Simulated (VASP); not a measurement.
Band-structure calculation of ZrO2

The run: band-structure calculation of ZrO2 (P4₂/nmc, 6 atoms in the cell). Method and program: DFT, PBE, plane waves, PAW (VASP 6.6.1).

The structure derives from a Materials Project entry. The geometry comes from this level: r2SCAN (a point of a series of strains). It belongs to a series of runs on one base structure; here: uniaxial_z strain +1.0%.

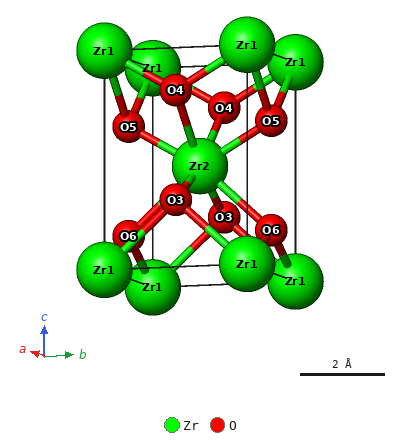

Figure 1. The input geometry (ball-and-stick view of the cell of the calculation, seen at an oblique angle; atoms are numbered from 1 in the order of the input). An atom can appear more than once, as a periodic image.

## Summary

```json
{"quantity": "outcome", "value": "converged"}
{"quantity": "space group (tolerance 0.01 Å)", "value": "P4₂/nmc (137)"}
{"quantity": "electrons treated", "value": "48"}
{"quantity": "free energy", "value": "−57.3307 eV"}
{"quantity": "Fermi energy", "value": "6.637 eV"}
{"quantity": "band gap", "value": "4.10 eV"}
{"quantity": "pressure", "value": "2.93 GPa"}
{"quantity": "largest force (length of the vector)", "value": "0.046 eV/Å"}
{"quantity": "hardware", "value": "1 CPU thread, shared host"}
{"quantity": "wall time", "value": "2 min"}
{"quantity": "peak memory", "value": "0.3 GiB"}
```

## INCAR
```
ENCUT = 520.000000
SIGMA = 0.020000
EDIFF = 1.00e-07
GGA = PE
PREC = Accurate
IBRION = -1
ISIF = 2
ISMEAR = -1
NBANDS = 33
NELM = 120
NSW = 0
LASPH = .TRUE.
LCHARG = .TRUE.
LELF = .TRUE.
LWAVE = .FALSE.
LREAL = .FALSE.
```

## KPOINTS
```
KPOINTS created by Atomic Simulation Environment
0
Gamma
8 8 6
0 0 0
```

## KPOINTS_OPT
```
special points
7
Reciprocal
0.0000000000 0.0000000000 0.0000000000 1
0.0000000000 0.5000000000 0.0000000000 1
0.5000000000 0.5000000000 0.0000000000 1
0.0000000000 0.0000000000 0.5000000000 1
0.0000000000 0.5000000000 0.5000000000 1
0.5000000000 0.5000000000 0.5000000000 1
0.0000000000 0.0000000000 0.4895830000 1
```

## POSCAR
```
Zr O
 1.0000000000000000
     3.6010285391000001    0.0000000000000000    0.0000000000000000
     0.0000000000000000    3.6010285391000001    0.0000000000000000
     0.0000000000000000    0.0000000000000000    5.2794314126000002
 Zr  O
   2   4
Cartesian
  0.0000000000000000 -0.0000000000000000 -0.0000000000000000
  1.8005142695499998  1.8005142695499998  2.6397157062999996
 -0.0000000000000000  1.8005142695499998  1.6172541015553699
  0.0000000000000000  1.8005142695499998  4.2569698078553690
  1.8005142695499998  0.0000000000000000  3.6621773110446294
  1.8005142695499998 -0.0000000000000000  1.0224616047446298
```

Run as:
```bash
mpirun -np 1 vasp_std
```

## OSZICAR
```
N       E                     dE             d eps       ncg     rms          rms(c)
DAV:   1     0.421101456861E+03    0.42110E+03   -0.27371E+04  3960   0.149E+03
DAV:   2    -0.409612984232E+02   -0.46206E+03   -0.44214E+03  5168   0.404E+02
DAV:   3    -0.681367542615E+02   -0.27175E+02   -0.27021E+02  5839   0.924E+01
DAV:   4    -0.694921008292E+02   -0.13553E+01   -0.13539E+01  5744   0.162E+01
DAV:   5    -0.695186317893E+02   -0.26531E-01   -0.26530E-01  5348   0.217E+00    0.363E+01
DAV:   6    -0.573019591613E+02    0.12217E+02   -0.50081E+01  4897   0.460E+01    0.131E+01
DAV:   7    -0.573696973692E+02   -0.67738E-01   -0.38365E+00  5743   0.105E+01    0.958E+00
DAV:   8    -0.573586075434E+02    0.11090E-01   -0.70920E-01  4708   0.579E+00    0.265E+00
DAV:   9    -0.573288202067E+02    0.29787E-01   -0.17254E-01  5094   0.233E+00    0.717E-01
DAV:  10    -0.573316311015E+02   -0.28109E-02   -0.20972E-02  4618   0.123E+00    0.688E-01
DAV:  11    -0.573307092606E+02    0.92184E-03   -0.39678E-03  4841   0.542E-01    0.521E-02
DAV:  12    -0.573307326089E+02   -0.23348E-04   -0.26442E-04  5376   0.990E-02    0.373E-02
DAV:  13    -0.573307399613E+02   -0.73523E-05   -0.13688E-05  4784   0.261E-02    0.980E-03
DAV:  14    -0.573307408488E+02   -0.88751E-06   -0.24848E-06  5119   0.108E-02    0.830E-04
DAV:  15    -0.573307409848E+02   -0.13599E-06   -0.27031E-07  4356   0.294E-03    0.178E-03
DAV:  16    -0.573307409354E+02    0.49388E-07   -0.25356E-08  2880   0.109E-03
   1 F= -.57330741E+02 E0= -.57330741E+02  d E =-.540497E-12
       N       E                     dE             ncg
DAV:   1     0.514214014686E+04   -0.73241E+04      462
DAV:   2     0.202105870512E+04   -0.31211E+04      538
DAV:   3     0.180223984048E+04   -0.21882E+03      718
DAV:   4     0.179178166750E+04   -0.10458E+02      633
DAV:   5     0.179153620244E+04   -0.24547E+00      658
DAV:   6     0.179153282113E+04   -0.33813E-02      615
DAV:   7     0.179153278011E+04   -0.41020E-04      650
DAV:   8     0.179153277936E+04   -0.75753E-06      545
DAV:   9     0.179153277935E+04   -0.92477E-08      418
```

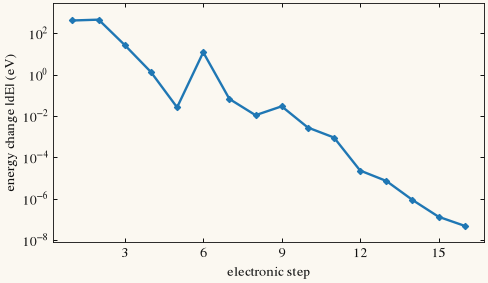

Figure 2. Convergence of the self-consistent field: energy change |dE| against the electronic step. It takes 16 electronic steps. The density is held fixed in the first few steps, and dE rises again when its update begins.

## Parts of OUTCAR
```
k-points           NKPTS =     60   k-points in BZ     NKDIM =     60   number of bands    NBANDS=     33

   NELECT =      48.0000    total number of electrons

   dimension x,y,z NGX =    28 NGY =   28 NGZ =   40
   dimension x,y,z NGXF=    56 NGYF=   56 NGZF=   80

  energy-cutoff  :      520.00
  volume of cell :       68.46
      direct lattice vectors                 reciprocal lattice vectors
     3.601028539  0.000000000  0.000000000     0.277698438  0.000000000  0.000000000
     0.000000000  3.601028539  0.000000000     0.000000000  0.277698438  0.000000000
     0.000000000  0.000000000  5.279431413     0.000000000  0.000000000  0.189414337

 k-points in reciprocal lattice and weights: KPOINTS created by Atomic Simulation Env
   0.00000000  0.00000000  0.00000000       0.003
   0.12500000  0.00000000  0.00000000       0.010
   0.25000000  0.00000000  0.00000000       0.010
   0.37500000  0.00000000  0.00000000       0.010
   0.50000000  0.00000000  0.00000000       0.005
   0.12500000  0.12500000  0.00000000       0.010
   0.25000000  0.12500000  0.00000000       0.021
   0.37500000  0.12500000  0.00000000       0.021
   0.50000000  0.12500000  0.00000000       0.010
   0.25000000  0.25000000  0.00000000       0.010
   0.37500000  0.25000000  0.00000000       0.021
   0.50000000  0.25000000  0.00000000       0.010
   0.37500000  0.37500000  0.00000000       0.010
   0.50000000  0.37500000  0.00000000       0.010
   0.50000000  0.50000000  0.00000000       0.003
   0.00000000  0.00000000  0.16666667       0.005
   0.12500000  0.00000000  0.16666667       0.021
   0.25000000  0.00000000  0.16666667       0.021
   0.37500000  0.00000000  0.16666667       0.021
   0.50000000  0.00000000  0.16666667       0.010
   0.12500000  0.12500000  0.16666667       0.021
   0.25000000  0.12500000  0.16666667       0.042
   0.37500000  0.12500000  0.16666667       0.042
   0.50000000  0.12500000  0.16666667       0.021
   0.25000000  0.25000000  0.16666667       0.021
   0.37500000  0.25000000  0.16666667       0.042
   0.50000000  0.25000000  0.16666667       0.021
   0.37500000  0.37500000  0.16666667       0.021
   0.50000000  0.37500000  0.16666667       0.021
   0.50000000  0.50000000  0.16666667       0.005
   0.00000000  0.00000000  0.33333333       0.005
   0.12500000  0.00000000  0.33333333       0.021
   0.25000000  0.00000000  0.33333333       0.021
   0.37500000  0.00000000  0.33333333       0.021
   0.50000000  0.00000000  0.33333333       0.010
   0.12500000  0.12500000  0.33333333       0.021
   0.25000000  0.12500000  0.33333333       0.042
   0.37500000  0.12500000  0.33333333       0.042
   0.50000000  0.12500000  0.33333333       0.021
   0.25000000  0.25000000  0.33333333       0.021
   0.37500000  0.25000000  0.33333333       0.042
   0.50000000  0.25000000  0.33333333       0.021
   0.37500000  0.37500000  0.33333333       0.021
   0.50000000  0.37500000  0.33333333       0.021
   0.50000000  0.50000000  0.33333333       0.005
   0.00000000  0.00000000  0.50000000       0.003
   0.12500000  0.00000000  0.50000000       0.010
   0.25000000  0.00000000  0.50000000       0.010
   0.37500000  0.00000000  0.50000000       0.010
   0.50000000  0.00000000  0.50000000       0.005
   0.12500000  0.12500000  0.50000000       0.010
   0.25000000  0.12500000  0.50000000       0.021
   0.37500000  0.12500000  0.50000000       0.021
   0.50000000  0.12500000  0.50000000       0.010
   0.25000000  0.25000000  0.50000000       0.010
   0.37500000  0.25000000  0.50000000       0.021
   0.50000000  0.25000000  0.50000000       0.010
   0.37500000  0.37500000  0.50000000       0.010
   0.50000000  0.37500000  0.50000000       0.010
   0.50000000  0.50000000  0.50000000       0.003

 E-fermi :   6.6372

 k-point     1 :       0.0000    0.0000    0.0000
  band No.  band energies     occupation
      1     -41.2650      2.00000
      2     -41.2175      2.00000
      3     -19.7943      2.00000
      4     -19.2788      2.00000
      5     -19.2788      2.00000
      6     -19.1921      2.00000
      7     -19.1446      2.00000
      8     -19.1446      2.00000
      9     -11.3029      2.00000
     10     -10.1025      2.00000
     11      -9.5632      2.00000
     12      -9.2637      2.00000
     13       1.4396      2.00000
     14       1.6160      2.00000
     15       1.8042      2.00000
     16       1.8042      2.00000
     17       3.8284      2.00000
     18       3.8284      2.00000
     19       4.8270      2.00000
     20       4.8270      2.00000
     21       5.2729      2.00000
     22       5.9584      2.00000
     23       6.0773      2.00000
     24       6.0773      2.00000
     25      10.2487      0.00000
     26      10.7527      0.00000
     27      11.3796      0.00000
     28      11.6061      0.00000
     29      12.7178      0.00000
     30      12.9645      0.00000
     31      14.1399      0.00000
     32      14.1399      0.00000
     33      15.6782      0.00000

 k-point     2 :       0.1250    0.0000    0.0000
  band No.  band energies     occupation
      1     -41.2607      2.00000
      2     -41.2169      2.00000
      3     -19.7633      2.00000
      4     -19.3489      2.00000
      5     -19.2712      2.00000
      6     -19.2194      2.00000
      7     -19.1954      2.00000
      8     -19.1471      2.00000
      9     -11.1599      2.00000
     10     -10.0426      2.00000
     11      -9.5828      2.00000
     12      -9.3121      2.00000
     13       1.3207      2.00000
     14       1.6802      2.00000
     15       1.9029      2.00000
     16       2.3003      2.00000
     17       3.6363      2.00000
     18       3.8214      2.00000
     19       4.6970      2.00000
     20       4.7294      2.00000
     21       5.3468      2.00000
     22       5.7879      2.00000
     23       5.9688      2.00000
     24       6.0032      2.00000
     25      10.5100      0.00000
     26      10.8492      0.00000
     27      11.3999      0.00000
     28      11.4787      0.00000
     29      12.8073      0.00000
     30      13.3179      0.00000
     31      13.8485      0.00000
     32      14.1574      0.00000
     33      15.4274      0.00000

 k-point     3 :       0.2500    0.0000    0.0000
  band No.  band energies     occupation
      1     -41.2497      2.00000
      2     -41.2161      2.00000
      3     -19.6808      2.00000
      4     -19.4967      2.00000
      5     -19.3903      2.00000
      6     -19.2504      2.00000
      7     -19.2288      2.00000
      8     -19.1553      2.00000
      9     -10.8044      2.00000
     10      -9.9447      2.00000
     11      -9.6216      2.00000
     12      -9.4132      2.00000
     13       1.4975      2.00000
     14       1.8287      2.00000
     15       2.1912      2.00000
     16       3.0138      2.00000
     17       3.3936      2.00000
     18       3.8275      2.00000
     19       4.3369      2.00000
     20       4.4706      2.00000
     21       5.1691      2.00000
     22       5.3881      2.00000
     23       5.8549      2.00000
     24       6.0702      2.00000
     25      10.9009      0.00000
     26      11.0197      0.00000
     27      11.1327      0.00000
     28      11.4588      0.00000
     29      13.1177      0.00000
     30      13.1318      0.00000
     31      14.2157      0.00000
     32      14.2243      0.00000
     33      14.5236      0.00000

 k-point     4 :       0.3750    0.0000    0.0000
  band No.  band energies     occupation
      1     -41.2361      2.00000
      2     -41.2179      2.00000
      3     -19.6290      2.00000
      4     -19.6212      2.00000
      5     -19.4999      2.00000
      6     -19.3000      2.00000
      7     -19.2223      2.00000
      8     -19.1708      2.00000
      9     -10.4058      2.00000
     10      -9.9624      2.00000
     11      -9.6288      2.00000
     12      -9.4902      2.00000
     13       1.8781      2.00000
     14       1.9559      2.00000
     15       2.6434      2.00000
     16       3.0370      2.00000
     17       3.8123      2.00000
     18       3.9113      2.00000
     19       4.0657      2.00000
     20       4.0950      2.00000
     21       4.5659      2.00000
     22       5.2085      2.00000
     23       5.8878      2.00000
     24       6.0806      2.00000
     25      10.7379      0.00000
     26      10.7946      0.00000
     27      11.4091      0.00000
     28      11.5338      0.00000
     29      12.6113      0.00000
     30      13.3042      0.00000
     31      13.9213      0.00000
     32      14.3943      0.00000
     33      14.4974      0.00000

 k-point     5 :       0.5000    0.0000    0.0000
  band No.  band energies     occupation
      1     -41.2246      2.00000
      2     -41.2246      2.00000
      3     -19.6716      2.00000
      4     -19.6716      2.00000
      5     -19.4038      2.00000
      6     -19.4038      2.00000
      7     -19.1940      2.00000
      8     -19.1940      2.00000
      9     -10.1169      2.00000
     10     -10.1169      2.00000
     11      -9.5674      2.00000
     12      -9.5674      2.00000
     13       2.0045      2.00000
     14       2.0045      2.00000
     15       3.2113      2.00000
     16       3.2113      2.00000
     17       3.4932      2.00000
     18       3.4932      2.00000
     19       4.1418      2.00000
     20       4.1418      2.00000
     21       4.7637      2.00000
     22       4.7637      2.00000
     23       6.0066      2.00000
     24       6.0066      2.00000
     25      10.6402      0.00000
     26      10.6402      0.00000
     27      11.5558      0.00000
     28      11.5558      0.00000
     29      12.6993      0.00000
     30      12.6993      0.00000
     31      14.2646      0.00000
     32      14.2646      0.00000
     33      14.7017      0.00000

 [... the levels of 54 k-points are left out ...]

 k-point    60 :       0.5000    0.5000    0.5000
  band No.  band energies     occupation
      1     -41.2080      2.00000
      2     -41.2080      2.00000
      3     -19.6438      2.00000
      4     -19.6438      2.00000
      5     -19.6438      2.00000
      6     -19.6438      2.00000
      7     -19.3068      2.00000
      8     -19.3068      2.00000
      9      -9.5829      2.00000
     10      -9.5829      2.00000
     11      -9.5829      2.00000
     12      -9.5829      2.00000
     13       1.9914      2.00000
     14       1.9914      2.00000
     15       2.3707      2.00000
     16       2.3707      2.00000
     17       4.3926      2.00000
     18       4.3926      2.00000
     19       4.3926      2.00000
     20       4.3926      2.00000
     21       4.6755      2.00000
     22       4.6755      2.00000
     23       6.0637      2.00000
     24       6.0637      2.00000
     25      11.3272      0.00000
     26      11.3272      0.00000
     27      11.8872      0.00000
     28      11.8872      0.00000
     29      12.5245      0.00000
     30      12.5245      0.00000
     31      12.5245      0.00000
     32      12.5245      0.00000
     33      14.3459      0.00000

  Total        1.5771562      1.5771562      0.6057120      0.0000000      0.0000000     -0.0000000
  in kB       36.9100816     36.9100816     14.1754386      0.0000000      0.0000000     -0.0000000
  external PRESSURE =      29.3318672 kB  Pullay stress =       0.0000000 kB

 POSITION                                       TOTAL-FORCE (eV/Angst)
 -----------------------------------------------------------------------------------
      0.00000      0.00000      0.00000         0.000000     -0.000000      0.000000
      1.80051      1.80051      2.63972        -0.000000      0.000000      0.000000
      0.00000      1.80051      1.61725         0.000000      0.000000     -0.045571
      0.00000      1.80051      4.25697        -0.000000     -0.000000     -0.045571
      1.80051      0.00000      3.66218         0.000000      0.000000      0.045571
      1.80051      0.00000      1.02246         0.000000      0.000000      0.045571
 -----------------------------------------------------------------------------------
    total drift:                                0.000000      0.000000      0.000000

  FREE ENERGIE OF THE ION-ELECTRON SYSTEM (eV)
  ---------------------------------------------------
  free  energy   TOTEN  =       -57.3307409354 eV

  energy  without entropy=      -57.3307409354  energy(sigma->0) =      -57.33074094
```

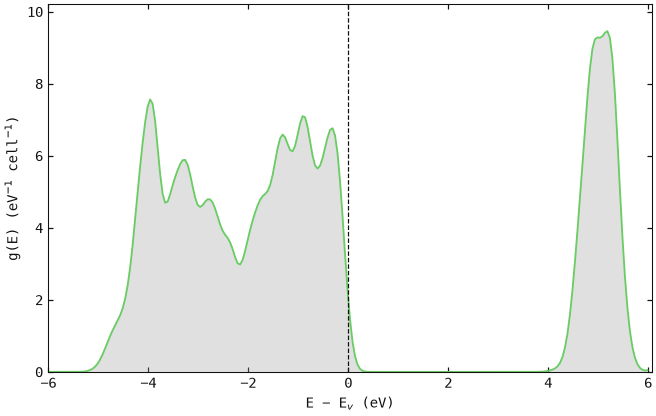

Figure 3. Density of states (the curve is built from the levels of the k mesh with Gaussians 0.3 eV wide, which also blur the band edges), with energies from the valence-band top. There is a gap of 4.10 eV on the k-point mesh. Small ripples come from the finite k-point mesh.
